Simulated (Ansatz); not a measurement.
**Rh: density, localisation and related maps**

Input file:

```
crystal:
  lattice:
    - [0.0, 1.89785, 1.89785]
    - [1.89785, 0.0, 1.89785]
    - [1.89785, 1.89785, 0.0]
  atoms:
    - { symbol: Rh, position: [0.0, 0.0, 0.0], spin: 0.4 }
magnetization:
  spin_polarized: true
  initial_magnetization: 0.4
  spin_locking: { lock_magnetization: hard }
kpoints:
  mp_grid: { grid: [15, 15, 15] }
scf:
  occupations: { method: fermi_dirac, width: 0.05 }
  lower_state_search: "off"
hamiltonian:
  xc: lda
  pseudopotentials: { kind: paw }
output:
  forces: true
  stress: true
  eigenvalues: true
  write_density: true
  write_potential: true
  elf: true
  volumetric_format: npy
```

Launched as:

```sh
ansatz run input.yaml --threads 1 --pin off --max-ram 3072MiB --backend cpu --events-out ev --progress --plain --runs-dir out
```

Below, planes, directions and counts refer to the conventional cell (a = 3.80 Å, b = 3.80 Å, c = 3.80 Å, α = 90.00°, β = 90.00°, γ = 90.00°).

Space group Fm-3m; computed pressure about −8 GPa in this cell; spin-polarised.

Level of theory: DFT, LDA, PAW with Ansatz's default frozen-core files, scalar-relativistic (Ansatz 0.2.0).

The density is the valence pseudo-density of a PAW calculation; it isn't the true density close to the nuclei.

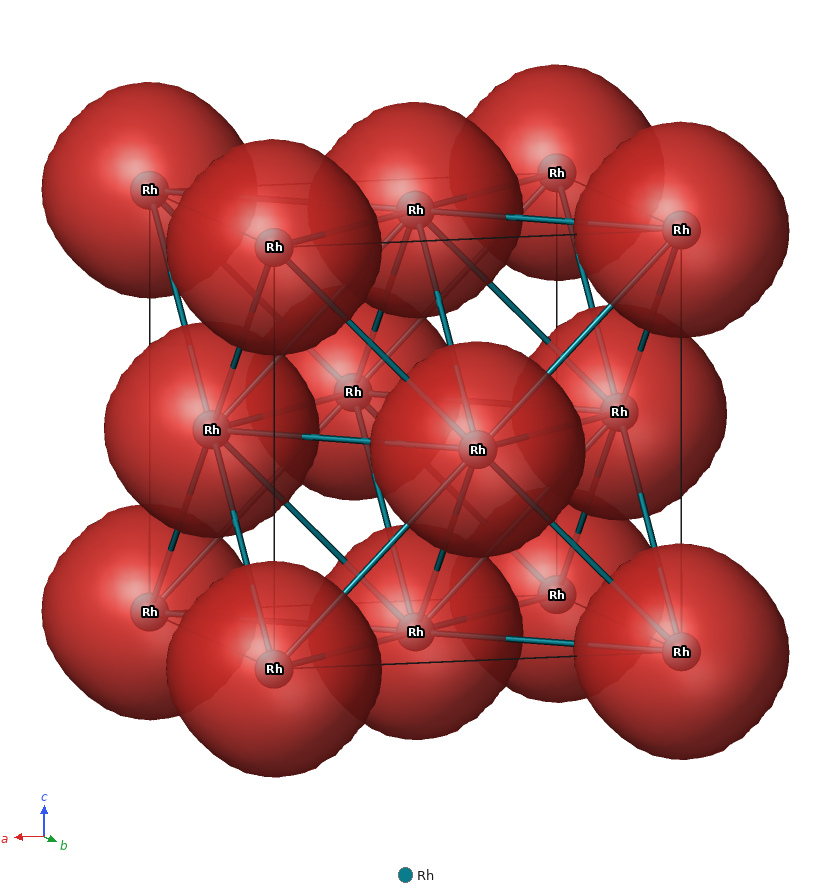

Figure 1. Isosurface of the spin density at +0.03 e/Å³ (red), seen at an oblique angle. Sticks mark near contacts.

Question: Where is the spin, and how is it ordered?

Answer: The spin density sits on Rh: +0.4 μB (×4) in one cell of 4 atoms: parallel main moments, as they must be, since the calculation's own cell holds one magnetic site. The cell of the calculation (1 atoms) carries 0.4 μB of net spin moment.

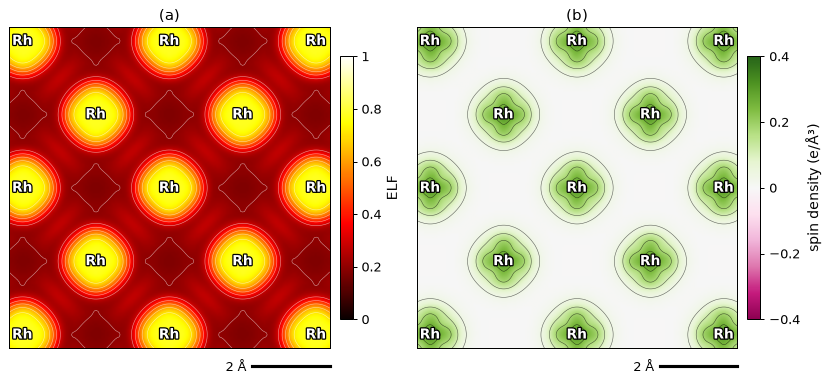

Figure 2. (a) ELF; (b) spin density (up minus down) on the (010) plane of the conventional cell.

Question: Read the bonding off the picture.

Answer: The plane passes through Rh nuclei. Rh–Rh (2.68 Å): the ELF is about 0.25 at the midpoint; no localised pair shows between them. The features right at Rh lie inside the PAW spheres, where the map follows smoothed inner orbitals and isn't to be read closely.

Question: Does the calculation make it a metal, or give it a gap?

Answer: It is metallic or semimetallic at this level of theory: no gap opens.
